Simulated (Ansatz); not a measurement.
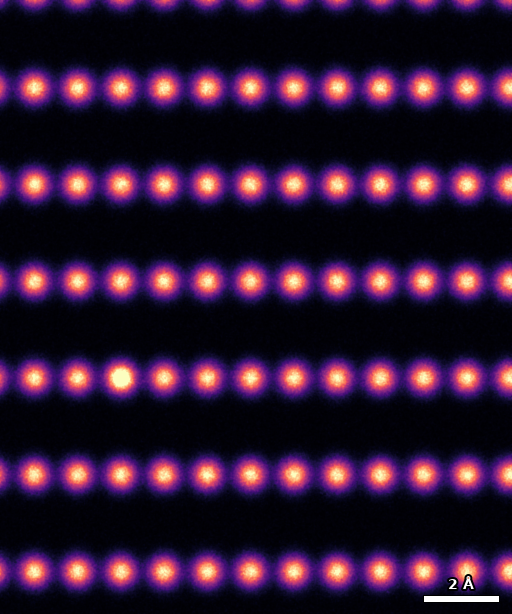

Dark-field STEM-like image of Ti (Pm-3m, No. 221) along [210]. The image is simulated as a sum over atoms of Z^1.6, blurred by a 0.64 Å probe (no channelling). Shot noise was added.

The sample is 4 repeats (23.7 Å) thick. One point defect was put into the perfect crystal, without relaxing the atoms around it. Brightness is counted from the darkest point of the image. Host structure: the geometry relaxed with Ansatz 0.2.0, DFT, PBE, plane waves (420 eV) with PAW, scalar-relativistic; the starting structure was generated, so it need not be a known form of this composition.

> Where is the defect (in Å from the left and the top edge), and what does its contrast suggest?

At about 3 Å from the left and 10 Å from the top. The column is brighter, which points to a heavier atom. The column holds 4 atoms (Ti) through the sample, and one Ti atom is replaced by Zr, so its peak rises to about 140 % of that of its equals.
